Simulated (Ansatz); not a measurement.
Zr9O16 (charge +1): geometry relaxation (part 3 of 3)

Zr9O16 (defect cell, 25 atoms in the cell, total charge +1); DFT PBE, scalar-relativistic, plane waves, PAW, spin-polarised (Ansatz 0.2.0); cutoff 420 eV, 2×2×2 k-mesh, Gaussian smearing of 0.01 eV, collinear spins. The structure derives from a Materials Project entry. It belongs to a series of runs on one base structure; here: Zr interstitial, charge +1, atoms relaxed at the host's cell.

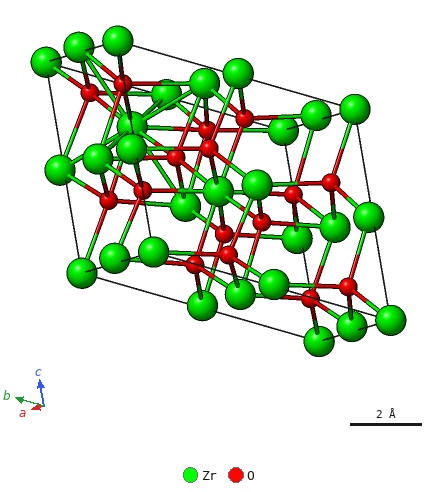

Fig. 1: The geometry at step 3 of the log (ball-and-stick view of the cell of the calculation, seen at an oblique angle).

Output, continued
```
  k-point 7 ↓: bands = ["-34.9423", "-34.9414", "-34.3603", "-34.3571", "-34.3265", "-34.3156", "-34.3032", "-34.2923", "-32.7247", "-13.2708", "-13.2178", "-13.2164", "-13.1935", "-13.1926", "-13.0690", "-13.0541", "-12.9413", "-12.8358", "-12.8258", "-12.7690", "-12.7207", "-12.7113", "-12.6307", "-12.6292", "-12.4886", "-12.4801", "-12.4706", "-12.4015", "-12.3495", "-12.3445", "-12.3413", "-12.3209", "-12.3168", "-10.9533", "-10.8238", "-10.8189", "-4.3586", "-4.2776", "-3.8479", "-3.7074", "-3.6945", "-3.6755", "-3.5543", "-3.5506", "-3.2400", "-3.2290", "-3.2221", "-3.1860", "-3.0700", "-3.0658", "-2.9902", "-2.8268", "8.1448", "8.1634", "8.2403", "8.2590", "8.2775", "8.2879", "8.3531", "8.3638", "8.4305", "8.4438", "8.9570", "9.0933", "9.1645", "9.1724", "9.3217", "9.3487", "9.3813", "9.3814", "9.4376", "9.4523", "9.5264", "9.6504", "9.8493", "9.8576", "10.8116", "10.8130", "11.1361", "11.1582", "11.2303", "11.2937", "11.3064", "11.4045", "11.4511", "11.4715", "11.6797", "11.7087", "11.7303", "11.7580", "11.8005", "11.8515", "11.8555", "11.8773", "11.9977", "12.0101", "12.1737", "12.1986", "12.3494", "12.3579", "15.3936", "15.4260", "16.6711", "17.1617", "17.1794", "17.4127", "17.4366", "17.4735", "17.4808", "17.7089", "17.7113", "17.8842", "17.9290", "18.0691", "18.1344", "18.1451", "19.0221", "19.0256", "19.2915", "19.2989", "19.5402", "19.7266", "20.0139", "20.0503", "20.2957", "20.3027", "20.4151", "20.4985"]
--- Relaxed structure (4 steps of the walk, 4 accepted, 0 SCFs on fresh bases) ---
  F+E_penalty+E_count = -46786.87090883 eV   max|allowed force component| = 6.922e-3 eV/Å
  atoms:
    - { symbol: Zr, position: [1.015188440252624, 1.013111267537861, 0.4853927482847865] }
    - { symbol: Zr, position: [0.4856917865027588, 1.0130852671607224, 0.48538802760408273] }
    - { symbol: Zr, position: [1.0151925298706315, 0.48360196210492085, 0.4853930585169593] }
    - { symbol: Zr, position: [1.000431466789679, 0.9983299826277037, 0.00015133029177105684] }
    - { symbol: Zr, position: [0.500429256406117, 0.49834542511387553, 0.5001401816560243] }
    - { symbol: Zr, position: [0.48569223480861, 1.0130773791621939, 0.014893473878175134] }
    - { symbol: Zr, position: [1.0151821021827012, 0.4835929513716013, 0.01490584011432472] }
    - { symbol: Zr, position: [0.4856939121212338, 0.48358726711225547, 0.014880221578246144] }
    - { symbol: O, position: [0.8714764484458657, 0.8644330843883679, 0.3747152794354731] }
    - { symbol: O, position: [0.3855617203432813, 0.871961173089238, 0.36900012441364777] }
    - { symbol: O, position: [0.874024504796101, 0.38350912859264086, 0.3725367615024042] }
    - { symbol: O, position: [0.866550139942421, 0.8693800262741084, 0.8884328981483388] }
    - { symbol: O, position: [0.3692875373288068, 0.37073522450649027, 0.38528781449009625] }
    - { symbol: O, position: [0.37500923802348873, 0.8866562191226058, 0.8711797801908002] }
    - { symbol: O, position: [0.8887274650515172, 0.37292038893489643, 0.866245405742381] }
    - { symbol: O, position: [0.3728183467154005, 0.3671946637439243, 0.8737331913966191] }
    - { symbol: O, position: [0.6218174403836132, 0.61422486767861, 0.12554968706531472] }
    - { symbol: O, position: [0.1340237656224369, 0.6246820618402248, 0.11812725787512257] }
    - { symbol: O, position: [0.6267731506311482, 0.1319245328309146, 0.12223477083508566] }
    - { symbol: O, position: [0.616290207025851, 0.6197493445093746, 0.6374762229574299] }
    - { symbol: O, position: [0.11840145467006116, 0.1204409689333857, 0.13373430096809868] }
    - { symbol: O, position: [0.12583875810945022, 0.6356760975244922, 0.6215258906792811] }
    - { symbol: O, position: [0.6377677999138474, 0.12374719627329189, 0.616004694573767] }
    - { symbol: O, position: [0.12252590392024121, 0.11633732887287185, 0.6264836622217985] }
    - { symbol: Zr, position: [0.7504384975421136, 0.7483461947934297, 0.7501490252799728] }
--- Löwdin populations: 25 sites ---
  site symbol       q [e]    m [muB]
     0     Zr     10.6247     0.0734
     1     Zr     10.6181     0.0732
     2     Zr     10.6210     0.0733
     3     Zr     10.4588    -0.0006
     4     Zr     10.4590    -0.0004
     5     Zr     10.6211     0.0733
     6     Zr     10.6181     0.0732
     7     Zr     10.6247     0.0734
     8      O      6.6592     0.0052
     9      O      6.6214     0.0112
    10      O      6.6214     0.0112
    11      O      6.6592     0.0052
    12      O      6.6214     0.0112
    13      O      6.6592     0.0052
    14      O      6.6592     0.0052
    15      O      6.6214     0.0112
    16      O      6.6591     0.0052
    17      O      6.6215     0.0113
    18      O      6.6215     0.0113
    19      O      6.6591     0.0052
    20      O      6.6216     0.0113
    21      O      6.6591     0.0052
    22      O      6.6591     0.0052
    23      O      6.6215     0.0113
    24     Zr     11.2969     0.4176
  spilling = 0.004002 (of n_electrons = 203.000000)
```

Trajectory as extended XYZ (Å, eV, eV/Å), 4 frames, from step=1 to step=4
```
25
Lattice="-5.1158 5.1158 0.0000 -5.1158 0.0000 5.1158 0.0000 5.1158 5.1158" Properties=species:S:1:pos:R:3:forces:R:3 step=1 energy=-46786.75716
Zr  -10.3595    7.6818    7.6391   -0.5603   0.2154   0.6002
Zr   -7.6690    4.9889    7.6679   -0.1262  -0.6107   0.0867
Zr   -7.6691    7.6761    4.9807   -0.0554   0.0370  -0.7561
Zr  -10.2267    5.1181    5.1100    0.2918  -0.2715  -0.2646
Zr   -5.1112    5.1183    5.1100    0.0231   0.0208  -0.2013
Zr   -7.6417    2.5433    5.2512   -0.5410   0.4246   0.2911
Zr   -7.6646    5.2710    2.5289   -0.2229   0.0757   0.5208
Zr   -4.9845    2.5653    2.5482    1.0078   0.0402   0.1323
O    -8.8499    6.3505    6.2943    0.1599   0.2598   0.4877
O    -6.4489    3.8688    6.3371   -0.0415   0.0565   0.0063
O    -6.4489    6.3674    3.8826   -0.0584  -0.0623  -0.0521
O    -8.8835    8.9959    9.0232    0.4197  -0.1920  -0.4105
O    -3.7731    3.8688    3.8826    0.2219   0.0711  -0.0507
O    -6.4897    6.3944    9.0217    0.1291  -0.3871  -0.0638
O    -6.4885    8.9798    6.3245    0.0470   0.0954   0.1461
O    -3.7730    6.3672    6.3369    0.2473  -0.0383  -0.0821
O    -6.2908    3.7983    3.7838   -0.2344   0.2231  -0.0914
O    -3.9007    1.2896    3.7953   -0.0845   0.1515  -0.2656
O    -3.9006    3.8305    1.3086   -0.0209  -0.0663   0.1812
O    -6.2650    6.4174    6.4713   -0.5093  -0.0007  -0.0771
O    -1.2054    1.2895    1.3086    0.0519  -0.0030   0.0605
O    -3.9258    3.8021    6.4159    0.1963  -0.0211   0.3473
O    -3.9165    6.4334    3.7594   -0.0207  -0.1858   0.0379
O    -1.2055    3.8307    3.7953   -0.0621  -0.0313  -0.2349
Zr   -7.6688    7.6800    7.6834   -0.2582   0.1987  -0.3478
25
Lattice="-5.1158 5.1158 0.0000 -5.1158 0.0000 5.1158 0.0000 5.1158 5.1158" Properties=species:S:1:pos:R:3:forces:R:3 step=2 energy=-46786.84314
Zr  -10.3900    7.6893    7.6744    0.1584  -0.1886  -0.0717
Zr   -7.6778    4.9683    7.6655    0.0943   0.2462  -0.0032
Zr   -7.6790    7.6866    4.9581    0.0880  -0.0415   0.1961
Zr  -10.1979    5.1074    5.0985   -0.2709   0.1902   0.1504
Zr   -5.1127    5.1149    5.1094    0.0008   0.0695   0.0210
Zr   -7.6515    2.5526    5.2519    0.0210  -0.1010   0.1306
Zr   -7.6647    5.2761    2.5468    0.1470  -0.1223  -0.0700
Zr   -4.9538    2.5608    2.5423   -0.2394  -0.0533  -0.0016
O    -8.8524    6.3733    6.3243   -0.0099  -0.1407  -0.1204
O    -6.4520    3.8691    6.3366   -0.0289   0.0221  -0.0089
O    -6.4574    6.3607    3.8947    0.0203   0.1532  -0.0425
O    -8.8556    8.9860    8.9941   -0.1201   0.0699   0.2307
O    -3.7725    3.8784    3.8796   -0.0358  -0.1159   0.0425
O    -6.4876    6.3704    9.0147    0.1321  -0.0699   0.0041
O    -6.4823    8.9886    6.3288    0.0497  -0.0218  -0.0798
O    -3.7531    6.3543    6.3279   -0.1751   0.1415  -0.0329
O    -6.2960    3.8071    3.7660   -0.0112   0.1107   0.1219
O    -3.8988    1.2944    3.7844   -0.0237   0.0046   0.0636
O    -3.8962    3.8271    1.3097    0.0077  -0.0009  -0.1327
O    -6.2951    6.4216    6.4616    0.0269  -0.0476  -0.0982
O    -1.1994    1.2881    1.3115    0.0677   0.0898   0.0498
O    -3.9289    3.8054    6.4513    0.0471   0.1134  -0.1150
O    -3.9180    6.4203    3.7569   -0.1322   0.0009   0.1457
O    -1.2181    3.8459    3.7972    0.1263  -0.1862  -0.0386
Zr   -7.6698    7.6806    7.6743    0.0605  -0.1223  -0.3411
25
Lattice="-5.1158 5.1158 0.0000 -5.1158 0.0000 5.1158 0.0000 5.1158 5.1158" Properties=species:S:1:pos:R:3:forces:R:3 step=3 energy=-46786.86841
Zr  -10.3763    7.6764    7.6663   -0.0360   0.0034   0.0012
Zr   -7.6675    4.9679    7.6663    0.0071  -0.0389  -0.0063
Zr   -7.6674    7.6787    4.9585    0.0032  -0.0156  -0.0529
Zr  -10.2226    5.1192    5.1075   -0.0140   0.0008  -0.0010
Zr   -5.1104    5.1173    5.1077   -0.0078   0.0141   0.0006
Zr   -7.6675    2.5597    5.2579    0.0026   0.0098   0.0514
Zr   -7.6671    5.2685    2.5493    0.0015   0.0522   0.0153
Zr   -4.9585    2.5599    2.5490    0.0292   0.0046   0.0107
O    -8.9031    6.3830    6.3547    0.0133   0.0122   0.0080
O    -6.4177    3.8531    6.3605   -0.0172  -0.0071  -0.0002
O    -6.4191    6.3863    3.8556    0.0010  -0.0194   0.0017
O    -8.9032    8.9697    8.9769    0.0144  -0.0028  -0.0033
O    -3.8017    3.8527    3.8550    0.0088   0.0023   0.0030
O    -6.4316    6.3828    8.9786   -0.0182   0.0151  -0.0135
O    -6.4318    8.9703    6.3540   -0.0173  -0.0112   0.0129
O    -3.8021    6.3850    6.3616    0.0184  -0.0052  -0.0111
O    -6.3438    3.8311    3.8001   -0.0059  -0.0216  -0.0239
O    -3.8657    1.2861    3.8115   -0.0068   0.0052  -0.0211
O    -3.8662    3.8364    1.2890   -0.0013  -0.0170   0.0164
O    -6.3437    6.4069    6.4175   -0.0008   0.0114   0.0058
O    -1.2370    1.2867    1.2898    0.0003  -0.0085   0.0095
O    -3.8763    3.8310    6.4158    0.0200  -0.0260   0.0220
O    -3.8761    6.4074    3.8009    0.0103   0.0098  -0.0223
O    -1.2369    3.8356    3.8101    0.0000   0.0046  -0.0028
Zr   -7.6672    7.6755    7.6663   -0.0046   0.0279   0.0002
25
Lattice="-5.1158 5.1158 0.0000 -5.1158 0.0000 5.1158 0.0000 5.1158 5.1158" Properties=species:S:1:pos:R:3:forces:R:3 step=4 energy=-46786.87091
Zr  -10.3764    7.6767    7.6661   -0.0031  -0.0008  -0.0005
Zr   -7.6675    4.9679    7.6659   -0.0002  -0.0050   0.0012
Zr   -7.6676    7.6767    4.9572    0.0003   0.0003  -0.0049
Zr  -10.2253    5.1188    5.1081   -0.0015   0.0004   0.0007
Zr   -5.1096    5.1187    5.1081    0.0008  -0.0001   0.0001
Zr   -7.6674    2.5609    5.2589    0.0002  -0.0017   0.0069
Zr   -7.6675    5.2698    2.5502    0.0002   0.0050  -0.0015
Zr   -4.9587    2.5609    2.5501    0.0046   0.0000   0.0003
O    -8.8806    6.3753    6.3393   -0.0003  -0.0035  -0.0032
O    -6.4333    3.8602    6.3485   -0.0011   0.0027  -0.0027
O    -6.4333    6.3772    3.8678   -0.0009  -0.0008   0.0020
O    -8.8807    8.9782    8.9927    0.0003   0.0021   0.0035
O    -3.7858    3.8603    3.8677    0.0001   0.0021   0.0015
O    -6.4545    6.3753    8.9928    0.0016  -0.0032   0.0027
O    -6.4544    8.9781    6.3394    0.0011   0.0022  -0.0034
O    -3.7858    6.3771    6.3484    0.0002  -0.0003  -0.0012
O    -6.3234    3.8234    3.7846    0.0048   0.0029   0.0017
O    -3.8814    1.2900    3.8001   -0.0040  -0.0027   0.0016
O    -3.8814    3.8318    1.3002   -0.0038   0.0027  -0.0022
O    -6.3234    6.4141    6.4318    0.0051  -0.0025  -0.0016
O    -1.2219    1.2899    1.3003    0.0031  -0.0020  -0.0021
O    -3.8958    3.8234    6.4316   -0.0054   0.0029  -0.0014
O    -3.8958    6.4141    3.7844   -0.0058  -0.0024   0.0020
O    -1.2220    3.8318    3.8001    0.0037   0.0028   0.0018
Zr   -7.6675    7.6767    7.6660    0.0000  -0.0012  -0.0013
```

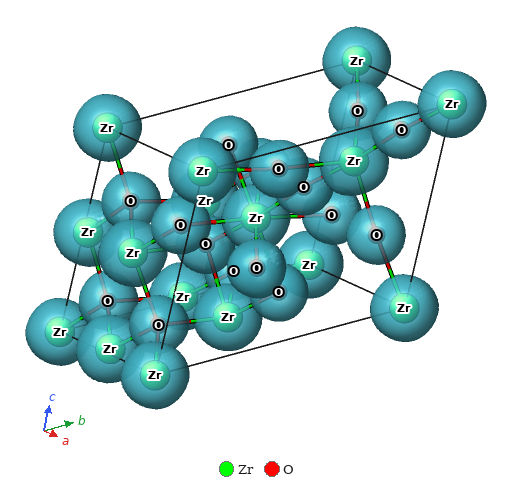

Fig. 2: Isosurface of the valence electron density at 0.8 e/Å³ (cyan), seen slightly off an axis. Sticks mark near contacts. The outline is the calculation cell. At this value the density breaks into separate islands; it holds about 70 % of the electrons treated as valence (semicore included). It is pinched off along the Zr–O (2.08 Å), Zr–Zr (2.71 Å), Zr–O (2.15 Å) and Zr–O (2.19 Å) contacts. On the grid the lowest density along these lines, outside the cores, is 0.68 e/Å³ (Zr–O, 2.08 Å), 0.32 e/Å³ (Zr–Zr, 2.71 Å), 0.58 e/Å³ (Zr–O, 2.15 Å) and 0.52 e/Å³ (Zr–O, 2.19 Å). The fields are those of the smooth PAW valence density.

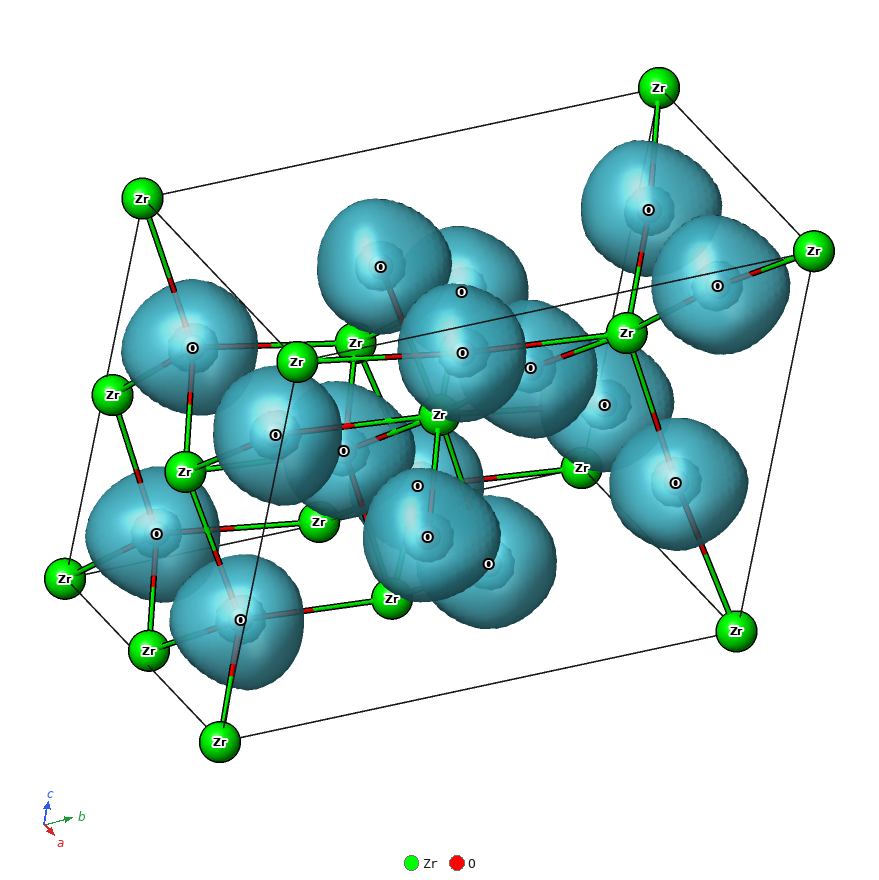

Fig. 3: Isosurface of the ELF at 0.65 (cyan), seen slightly off an axis. Core shells and regions of very low density are left out. Sticks mark near contacts. The outline is the calculation cell. Along the contacts the grid gives the following. Zr–O (2.08 Å): the ELF peaks at about 0.85 in the valence shell of O, 0.6 Å from its nucleus, and drops to about 0.20 between the two atoms. Zr–Zr (2.71 Å): the ELF is about 0.25 at the midpoint.
